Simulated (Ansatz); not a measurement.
Input file:

```
crystal:
  lattice:
    - [3.6485684075, 0.0, 0.0]
    - [-1.8242842038, 3.1597529283, 0.0]
    - [0.0, 0.0, 23.3341557768]
  atoms:
    - { symbol: S, position: [0.6666666667, 0.3333333333, 0.1928503453] }
    - { symbol: Zr, position: [0.0, 0.0, 0.255356954] }
    - { symbol: S, position: [0.3333333333, 0.6666666667, 0.3178635627] }
    - { symbol: S, position: [0.3333333333, 1.0, 0.458858593] }
    - { symbol: Zr, position: [-0.3333333333, 0.6666666667, 0.5213652017] }
    - { symbol: S, position: [0.0, 1.3333333333, 0.5838718104] }
basis:
  ecutwfc: 420
kpoints:
  mp_grid: { grid: [9, 9, 1] }
hamiltonian:
  xc: pbe
  dispersion: d3bj
scf:
  occupations: { method: gaussian, width: 0.05 }
output:
  forces: true
  eigenvalues: true
  write_density: true
  write_potential: true
  elf: true
  volumetric_format: npy
efield:
  axis: 3
  dipole_correction: true
  ramp_width: 0.04
```

Run with:

```sh
ansatz run input.yaml --threads 1 --pin off --max-ram 3072MiB --backend cpu --events-out ev --progress --plain --runs-dir out
```

Level of theory: DFT PBE+D3(BJ), scalar-relativistic, plane waves, PAW in Ansatz.

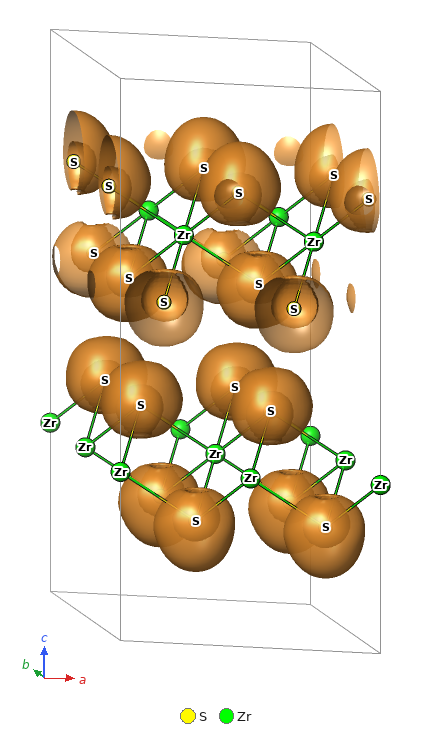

ZrS2 (slab). Isosurface of the electron localisation function at 0.8 (orange), seen slightly off an axis. Only the valence region is drawn (cores and ρ < 0.01 e/Å³ removed). Sticks mark near contacts.

In a PAW calculation such maps are meaningful between the atoms, not at the nuclei.

Question: Describe the localisation domains.

Answer: The ELF exceeds this value in four regions wrapped around S (the valence shell of each), counted in one cell of 6 atoms. Counts are for one cell; the picture repeats the cell along the surface. Along the contacts the grid gives the following. Zr–S (2.56 Å): the ELF peaks at about 0.85 in the valence shell of S, 0.8 Å from its nucleus, and is about 0.40 at the midpoint.

Question: Metal or insulator at this level of theory?

Answer: It is gapped, with a Kohn–Sham gap of 1.0 eV on the k-point mesh, an upper bound to the gap of this method.
